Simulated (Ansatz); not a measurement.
```
Al H
1.0
     5.62884    0.00000    0.00000
    -2.81442    4.87472    0.00000
     0.00000    0.00000   35.90736
Al H
36 1
Direct
  0.16667 0.33333 0.11140
  0.16667 0.83333 0.11140
  0.66667 0.33333 0.11140
  0.66667 0.83333 0.11140
  0.00000 0.00000 0.17574
  0.00000 0.50000 0.17574
  0.50000 0.00000 0.17574
  0.50000 0.50000 0.17574
  0.33333 0.16667 0.24008
  0.33333 0.66667 0.24008
  0.83333 0.16667 0.24008
  0.83333 0.66667 0.24008
  0.00000 0.00000 0.30442
  0.00000 0.50000 0.30442
  0.50000 0.00000 0.30442
  0.50000 0.50000 0.30442
  0.16667 0.33333 0.36825
  0.16667 0.83333 0.36825
  0.66667 0.33333 0.36825
  0.66667 0.83333 0.36825
  0.00000 0.00000 0.43207
  0.00000 0.50000 0.43207
  0.50000 0.00000 0.43207
  0.50000 0.50000 0.43207
  0.33333 0.16667 0.49678
  0.33333 0.66667 0.49678
  0.83333 0.16667 0.49678
  0.83333 0.66667 0.49678
  0.00000 0.00000 0.56112
  0.00000 0.50000 0.56112
  0.50000 0.00000 0.56112
  0.50000 0.50000 0.56112
  0.16667 0.33333 0.62682
  0.16667 0.83333 0.62682
  0.66667 0.33333 0.62682
  0.66667 0.83333 0.62682
  0.16667 0.58333 0.70480
```

Not relaxed (largest force 1.1 eV/Å); computed without spin polarisation; PAW files of the earlier set (soft_1).

Method: DFT PBE+D3(BJ), scalar-relativistic, plane waves, PAW in Ansatz.

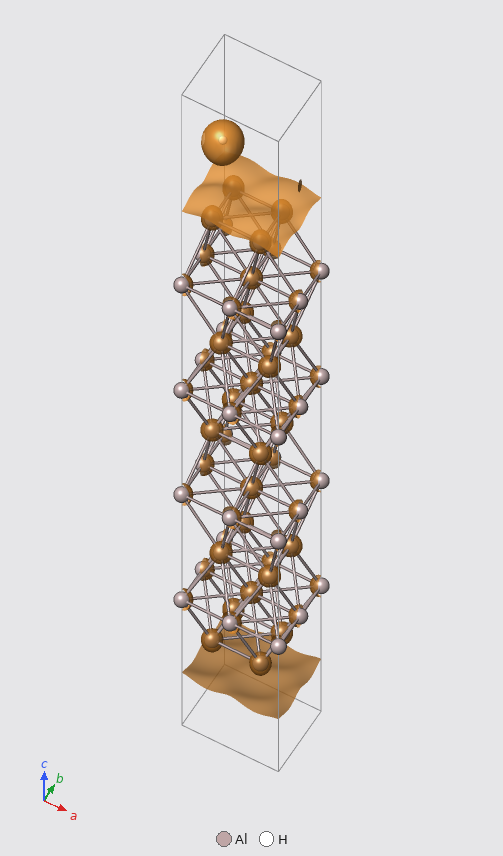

Al36H (slab). Isosurface of the valence electron density at 0.1 e/Å³ (orange), seen at an oblique angle. Sticks mark near contacts.

The density is the valence pseudo-density of a PAW calculation; it isn't the true density close to the nuclei.

Question: What does this surface tell about the bonding?

Answer: At this value the density is joined into sheets; it holds about 95 % of the electrons treated as valence. It bridges the shortest Al–Al (2.81 Å) and Al–Al (2.86 Å) contacts, where the density stays above the isovalue. It is pinched off along the shortest Al–H (3.13 Å) contacts. On the grid the lowest density along these lines, outside the cores, is 0.21 e/Å³ (Al–Al, 2.81 Å), 0.07 e/Å³ (Al–H, 3.13 Å) and 0.2 e/Å³ (Al–Al, 2.86 Å).

Question: Metal or insulator at this level of theory?

Answer: It is gapless in this calculation (a metal or semimetal).
